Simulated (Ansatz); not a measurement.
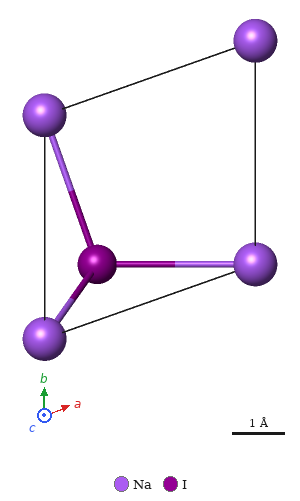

Starting frame of a dynamics run of a 2-atom cell of NaI (built on the zincblende type). A ball-and-stick model of the reduced simulation cell, seen along the c axis. Bonds to atoms that aren't drawn are left out. Lengths and directions refer to the drawn axes.

The calculation used DFT, r2SCAN, plane waves, PAW in Ansatz.

The input:
```yaml
crystal:
  lattice:
    - [0.0, 3.5431917152, 3.5431917152]
    - [3.5431917152, 0.0, 3.5431917152]
    - [3.5431917152, 3.5431917152, 0.0]
  atoms:
    - { symbol: Na, position: [0.0, 0.0, 0.0] }
    - { symbol: I, position: [0.25, 0.25, 0.25] }
kpoints:
  mp_grid: { grid: [4, 4, 4] }
hamiltonian:
  xc: r2scan
scf:
  occupations: { method: fermi_dirac, width: 0.19 }
md:
  ensemble: nvt_langevin
  temperature: 2200
  timestep: 3.0
  n_steps: 40
  initial_velocities: maxwell_boltzmann
  seed: 109
```

Command:
```bash
ansatz run input.yaml --threads 4 --pin off --max-ram 3686MiB --backend cpu --events-out ev --progress --plain --runs-dir out
```

> Predict how the run goes.

The mean temperature in the second half is 1748 K (standard deviation 380 K). The potential energy is still drifting at the end, so the run hasn't reached equilibrium. The potential energy in the second half lies on average 152 meV per atom above the first frame. In the second half of the run the atoms are, in the root-mean-square, this far from where they began (common drift taken out): Na 0.58 Å, I 0.58 Å. The run lasts only 120 fs, too short to tell vibration from diffusion.

Along the run (each row but the first and the last is the mean over the interval that it begins):

```json
{"time (fs)": "0.0", "potential energy (meV/atom)": "0.0", "T (K)": "1100"}
{"time (fs)": "18.0", "potential energy (meV/atom)": "59.1", "T (K)": "1102"}
{"time (fs)": "36.0", "potential energy (meV/atom)": "91.5", "T (K)": "1317"}
{"time (fs)": "54.0", "potential energy (meV/atom)": "141.2", "T (K)": "1687"}
{"time (fs)": "72.0", "potential energy (meV/atom)": "202.0", "T (K)": "1354"}
{"time (fs)": "90.0", "potential energy (meV/atom)": "133.0", "T (K)": "1763"}
{"time (fs)": "108.0", "potential energy (meV/atom)": "103.5", "T (K)": "2158"}
```

The paths of the atoms:

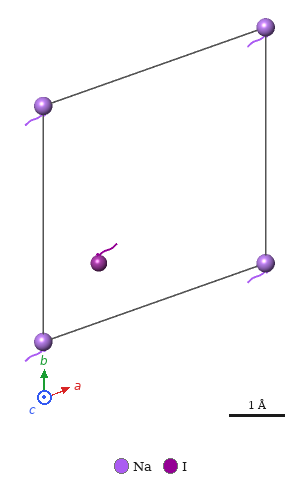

Cost: 99 s on 4 threads of Intel(R) Xeon(R) Platinum 8375C CPU @ 2.90GHz (Ice Lake) (shared host), peak memory 0.81 GiB.
